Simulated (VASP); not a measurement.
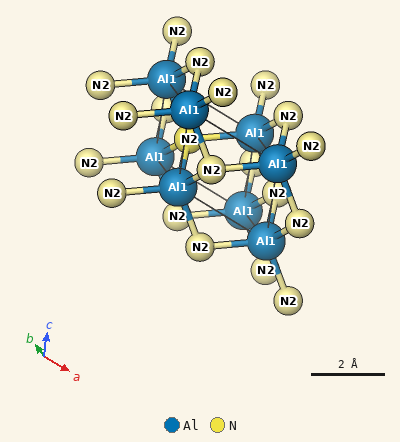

Figure 1. The structure (ball-and-stick view of the reduced cell, seen slightly off an axis; neighbours outside the cell are drawn fainter; atoms are numbered from 1 in the order of the input).

# AlN: band-structure calculation

AlN (I-4m2, 2 atoms in the cell), computed with DFT, r2SCAN, plane waves, PAW (VASP 6.6.1).

The structure derives from a Materials Project entry. The geometry comes from this level: r2SCAN (a point of a series of strains). It belongs to a series of runs on one base structure; here: biaxial_xy strain -3.0%.

INCAR:
```
ENCUT = 520.000000
SIGMA = 0.010000
EDIFF = 1.00e-07
ALGO = Normal
METAGGA = R2SCAN
PREC = Accurate
IBRION = -1
ISIF = 2
ISMEAR = 0
NBANDS = 11
NELM = 120
NSW = 0
LASPH = .TRUE.
LCHARG = .TRUE.
LELF = .TRUE.
LWAVE = .FALSE.
LREAL = .FALSE.
```

KPOINTS:
```
KPOINTS created by Atomic Simulation Environment
0
Gamma
10 10 10
0 0 0
```

KPOINTS_OPT:
```
special points
8
Reciprocal
0.0000000000 0.0000000000 0.0000000000 1
-0.5000000000 -0.5000000000 0.0000000000 1
-0.3750000000 -0.3750000000 0.2500000000 1
-0.3750000000 0.0000000000 0.3750000000 1
0.0000000000 0.0000000000 0.5000000000 1
-0.5000000000 -0.2500000000 0.2500000000 1
0.0833330000 0.0833330000 0.1666670000 1
0.0000000000 0.5000000000 0.5000000000 1
```

POSCAR:
```
Al N
 1.0000000000000000
     0.0000000000000000    2.1182377502000000    2.1848764830000000
     2.1182377502000000    0.0000000000000000    2.1848764830000000
     2.1182377502000000    2.1182377502000000    0.0000000000000000
 Al  N
   1   1
Cartesian
  0.0000000000000000  0.0000000000000000  0.0000000000000000
  3.1773566252999998  3.1773566252999998  3.2773147245000001
```

Run as:
```bash
mpirun -np 1 vasp_std
```

OSZICAR:
```
N       E                     dE             d eps       ncg     rms          rms(c)
DAV:   1     0.615749555241E+01    0.61575E+01   -0.40352E+03  2292   0.627E+02
DAV:   2    -0.226077987543E+02   -0.28765E+02   -0.27274E+02  2720   0.146E+02
DAV:   3    -0.235195480823E+02   -0.91175E+00   -0.91054E+00  2779   0.244E+01
DAV:   4    -0.235249714234E+02   -0.54233E-02   -0.54229E-02  2565   0.203E+00
DAV:   5    -0.235250428358E+02   -0.71412E-04   -0.71412E-04  2745   0.220E-01    0.926E+00
DAV:   6    -0.189981968689E+02    0.45268E+01   -0.86146E+00  2617   0.151E+01    0.382E+00
DAV:   7    -0.190992874587E+02   -0.10109E+00   -0.50815E-01  2622   0.486E+00    0.250E+00
DAV:   8    -0.191220585130E+02   -0.22771E-01   -0.44713E-02  2394   0.179E+00    0.699E-01
DAV:   9    -0.191202575859E+02    0.18009E-02   -0.75102E-03  2712   0.531E-01    0.151E-01
DAV:  10    -0.191204577593E+02   -0.20017E-03   -0.41195E-04  2553   0.152E-01    0.371E-02
DAV:  11    -0.191204462048E+02    0.11554E-04   -0.25592E-05  2736   0.314E-02    0.225E-02
DAV:  12    -0.191204330357E+02    0.13169E-04   -0.28304E-06  2484   0.126E-02    0.137E-02
DAV:  13    -0.191204385584E+02   -0.55226E-05   -0.17980E-07  2598   0.283E-03    0.189E-03
DAV:  14    -0.191204385347E+02    0.23688E-07   -0.55321E-09  1452   0.658E-04
   1 F= -.19120439E+02 E0= -.19120439E+02  d E =-.422800-138
       N       E                     dE             ncg
DAV:   1     0.111253691221E+04   -0.22005E+04      176
DAV:   2     0.886629174825E+03   -0.22591E+03      200
DAV:   3     0.879546083008E+03   -0.70831E+01      221
DAV:   4     0.879490158885E+03   -0.55924E-01      209
DAV:   5     0.879489254227E+03   -0.90466E-03      215
DAV:   6     0.879489236083E+03   -0.18144E-04      223
DAV:   7     0.879489235745E+03   -0.33801E-06      209
DAV:   8     0.879489235737E+03   -0.80918E-08      196
```

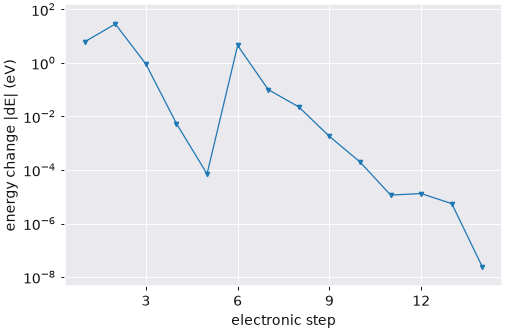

Figure 2. Convergence of the self-consistent field: energy change |dE| against the electronic step. It takes 14 electronic steps. The density is held fixed in the first few steps, and dE rises again when its update begins.

Parts of OUTCAR:
```
k-points           NKPTS =    102   k-points in BZ     NKDIM =    102   number of bands    NBANDS=     11

   NELECT =       8.0000    total number of electrons

   dimension x,y,z NGX =    24 NGY =   24 NGZ =   24
   dimension x,y,z NGXF=    48 NGYF=   48 NGZF=   48

  energy-cutoff  :      520.00
  volume of cell :       19.61
      direct lattice vectors                 reciprocal lattice vectors
     0.000000000  2.118237750  2.184876483    -0.236045269  0.236045269  0.228845888
     2.118237750  0.000000000  2.184876483     0.236045269 -0.236045269  0.228845888
     2.118237750  2.118237750  0.000000000     0.236045269  0.236045269 -0.228845888

 k-points in reciprocal lattice and weights: KPOINTS created by Atomic Simulation Env
   0.00000000  0.00000000  0.00000000       0.001
   0.10000000  0.00000000  0.00000000       0.008
   0.20000000  0.00000000  0.00000000       0.008
   0.30000000 -0.00000000  0.00000000       0.008
   0.40000000  0.00000000  0.00000000       0.008
   0.50000000  0.00000000  0.00000000       0.004
   0.10000000  0.10000000  0.00000000       0.002
   0.20000000  0.10000000  0.00000000       0.008
   0.30000000  0.10000000  0.00000000       0.008
   0.40000000  0.10000000  0.00000000       0.008
   0.50000000  0.10000000  0.00000000       0.008
  -0.40000000  0.10000000  0.00000000       0.008
  -0.30000000  0.10000000  0.00000000       0.008
  -0.20000000  0.10000000  0.00000000       0.008
  -0.10000000  0.10000000  0.00000000       0.004
   0.20000000  0.20000000  0.00000000       0.002
   0.30000000  0.20000000  0.00000000       0.008
   0.40000000  0.20000000  0.00000000       0.008
   0.50000000  0.20000000  0.00000000       0.008
  -0.40000000  0.20000000  0.00000000       0.008
  -0.30000000  0.20000000  0.00000000       0.008
  -0.20000000  0.20000000  0.00000000       0.004
   0.30000000  0.30000000  0.00000000       0.002
   0.40000000  0.30000000  0.00000000       0.008
   0.50000000  0.30000000  0.00000000       0.008
  -0.40000000  0.30000000  0.00000000       0.008
  -0.30000000  0.30000000  0.00000000       0.004
   0.40000000  0.40000000  0.00000000       0.002
   0.50000000  0.40000000  0.00000000       0.008
  -0.40000000  0.40000000  0.00000000       0.004
   0.50000000  0.50000000  0.00000000       0.001
   0.10000000  0.00000000  0.10000000       0.004
   0.20000000  0.00000000  0.10000000       0.016
   0.30000000 -0.00000000  0.10000000       0.016
   0.40000000  0.00000000  0.10000000       0.016
   0.50000000 -0.00000000  0.10000000       0.016
  -0.40000000 -0.00000000  0.10000000       0.016
  -0.30000000  0.00000000  0.10000000       0.016
  -0.20000000 -0.00000000  0.10000000       0.016
  -0.10000000 -0.00000000  0.10000000       0.008
   0.30000000  0.20000000  0.10000000       0.008
   0.40000000  0.20000000  0.10000000       0.016
   0.50000000  0.20000000  0.10000000       0.016
  -0.40000000  0.20000000  0.10000000       0.016
  -0.30000000  0.20000000  0.10000000       0.016
  -0.20000000  0.20000000  0.10000000       0.016
  -0.10000000  0.20000000  0.10000000       0.008
   0.40000000  0.30000000  0.10000000       0.008
   0.50000000  0.30000000  0.10000000       0.016
  -0.40000000  0.30000000  0.10000000       0.016
  -0.30000000  0.30000000  0.10000000       0.016
  -0.20000000  0.30000000  0.10000000       0.008
   0.50000000  0.40000000  0.10000000       0.008
  -0.40000000  0.40000000  0.10000000       0.016
  -0.30000000  0.40000000  0.10000000       0.008
  -0.40000000  0.50000000  0.10000000       0.004
   0.20000000  0.00000000  0.20000000       0.004
   0.30000000 -0.00000000  0.20000000       0.016
   0.40000000  0.00000000  0.20000000       0.016
   0.50000000  0.00000000  0.20000000       0.016
  -0.40000000  0.00000000  0.20000000       0.016
  -0.30000000 -0.00000000  0.20000000       0.016
  -0.20000000 -0.00000000  0.20000000       0.008
   0.30000000  0.10000000  0.20000000       0.008
   0.40000000  0.10000000  0.20000000       0.016
   0.50000000  0.10000000  0.20000000       0.016
  -0.40000000  0.10000000  0.20000000       0.008
   0.50000000  0.30000000  0.20000000       0.008
  -0.40000000  0.30000000  0.20000000       0.016
  -0.30000000  0.30000000  0.20000000       0.016
  -0.20000000  0.30000000  0.20000000       0.016
  -0.10000000  0.30000000  0.20000000       0.008
  -0.40000000  0.40000000  0.20000000       0.008
  -0.30000000  0.40000000  0.20000000       0.016
  -0.20000000  0.40000000  0.20000000       0.008
  -0.30000000  0.50000000  0.20000000       0.004
   0.30000000  0.00000000  0.30000000       0.004
   0.40000000  0.00000000  0.30000000       0.016
   0.50000000  0.00000000  0.30000000       0.016
  -0.40000000 -0.00000000  0.30000000       0.016
  -0.30000000  0.00000000  0.30000000       0.008
   0.40000000  0.10000000  0.30000000       0.008
   0.50000000  0.10000000  0.30000000       0.016
  -0.40000000  0.10000000  0.30000000       0.016
  -0.30000000  0.10000000  0.30000000       0.016
  -0.20000000  0.10000000  0.30000000       0.008
  -0.30000000  0.40000000  0.30000000       0.008
  -0.20000000  0.40000000  0.30000000       0.016
  -0.10000000  0.40000000  0.30000000       0.008
  -0.20000000  0.50000000  0.30000000       0.004
   0.40000000  0.00000000  0.40000000       0.004
   0.50000000  0.00000000  0.40000000       0.016
  -0.40000000  0.00000000  0.40000000       0.008
   0.50000000  0.10000000  0.40000000       0.008
  -0.40000000  0.10000000  0.40000000       0.016
  -0.30000000  0.10000000  0.40000000       0.008
  -0.40000000  0.20000000  0.40000000       0.008
  -0.30000000  0.20000000  0.40000000       0.008
  -0.10000000  0.50000000  0.40000000       0.004
   0.50000000  0.00000000  0.50000000       0.002
  -0.40000000  0.10000000  0.50000000       0.004
  -0.30000000  0.20000000  0.50000000       0.004

 E-fermi :   6.5124

 k-point     1 :       0.0000    0.0000    0.0000
  band No.  band energies     occupation
      1      -9.8270      2.00000
      2       6.1829      2.00000
      3       6.3262      2.00000
      4       6.3262      2.00000
      5      11.7450      0.00000
      6      20.4265      0.00000
      7      20.4265      0.00000
      8      20.4620      0.00000
      9      24.7183      0.00000
     10      25.8676      0.00000
     11      26.3628      0.00000

 k-point     2 :       0.1000    0.0000    0.0000
  band No.  band energies     occupation
      1      -9.6692      2.00000
      2       5.4679      2.00000
      3       6.1713      2.00000
      4       6.2838      2.00000
      5      12.3924      0.00000
      6      20.0246      0.00000
      7      20.5825      0.00000
      8      20.6020      0.00000
      9      23.5718      0.00000
     10      24.4705      0.00000
     11      26.4221      0.00000

 k-point     3 :       0.2000    0.0000    0.0000
  band No.  band energies     occupation
      1      -9.2204      2.00000
      2       3.7956      2.00000
      3       6.0098      2.00000
      4       6.1779      2.00000
      5      13.5549      0.00000
      6      19.1631      0.00000
      7      20.2619      0.00000
      8      20.5995      0.00000
      9      23.4263      0.00000
     10      23.7517      0.00000
     11      25.5834      0.00000

 k-point     4 :       0.3000   -0.0000    0.0000
  band No.  band energies     occupation
      1      -8.5698      2.00000
      2       2.0402      2.00000
      3       5.8277      2.00000
      4       6.0561      2.00000
      5      14.4435      0.00000
      6      18.3185      0.00000
      7      19.3820      0.00000
      8      19.8606      0.00000
      9      24.8232      0.00000
     10      24.8609      0.00000
     11      25.5966      0.00000

 k-point     5 :       0.4000    0.0000    0.0000
  band No.  band energies     occupation
      1      -7.9214      2.00000
      2       0.6639      2.00000
      3       5.6900      2.00000
      4       5.9640      2.00000
      5      14.8945      0.00000
      6      17.7474      0.00000
      7      18.6647      0.00000
      8      19.1802      0.00000
      9      25.9792      0.00000
     10      26.8813      0.00000
     11      27.2223      0.00000

 [... the levels of 96 k-points are left out ...]

 k-point   102 :      -0.3000    0.2000    0.5000
  band No.  band energies     occupation
      1      -6.8469      2.00000
      2       2.0842      2.00000
      3       3.0099      2.00000
      4       3.5528      2.00000
      5      12.5943      0.00000
      6      18.3721      0.00000
      7      19.6756      0.00000
      8      20.9121      0.00000
      9      25.4608      0.00000
     10      27.7229      0.00000
     11      34.0815      0.00000

  Total        1.9402363      1.9402363      1.3522757      0.0000000      0.0000000      0.0000000
  in kB      158.5473232    158.5473232    110.5018484      0.0000000      0.0000000      0.0000000
  external PRESSURE =     142.5321649 kB  Pullay stress =       0.0000000 kB

 POSITION                                       TOTAL-FORCE (eV/Angst)
 -----------------------------------------------------------------------------------
      0.00000      0.00000      0.00000        -0.000000     -0.000000      0.000000
      3.17736      3.17736      3.27731         0.000000      0.000000     -0.000000
 -----------------------------------------------------------------------------------
    total drift:                                0.000000      0.000000      0.000001

  FREE ENERGIE OF THE ION-ELECTRON SYSTEM (eV)
  ---------------------------------------------------
  free  energy   TOTEN  =       -19.1204385347 eV

  energy  without entropy=      -19.1204385347  energy(sigma->0) =      -19.12043853
```

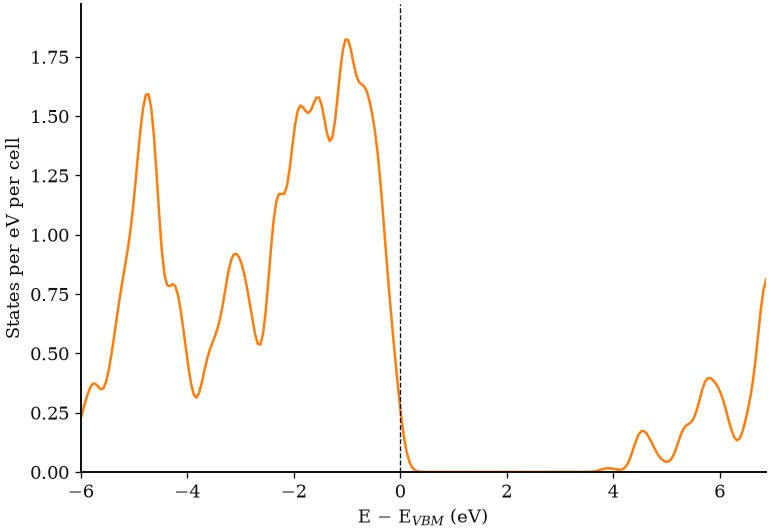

Figure 3. Density of states (the curve is built from the levels of the k mesh with Gaussians 0.3 eV wide, which also blur the band edges), with energies from the valence-band top. There is a gap of 3.87 eV on the k-point mesh. Small ripples come from the finite k-point mesh.

Results in brief:

```json
{"quantity": "outcome", "value": "converged"}
{"quantity": "space group (tolerance 0.01 Å)", "value": "I-4m2 (119)"}
{"quantity": "electrons treated", "value": "8"}
{"quantity": "free energy", "value": "−19.1204 eV"}
{"quantity": "Fermi energy", "value": "6.512 eV"}
{"quantity": "band gap", "value": "3.87 eV"}
{"quantity": "pressure", "value": "14.25 GPa"}
{"quantity": "largest force (length of the vector)", "value": "under 0.001 eV/Å"}
{"quantity": "hardware", "value": "1 CPU thread, shared host"}
{"quantity": "wall time", "value": "56 s"}
{"quantity": "peak memory", "value": "0.16 GiB"}
```

Remarks:

The cell is under a pressure of 14.3 GPa at this level, so it is not at its equilibrium volume.
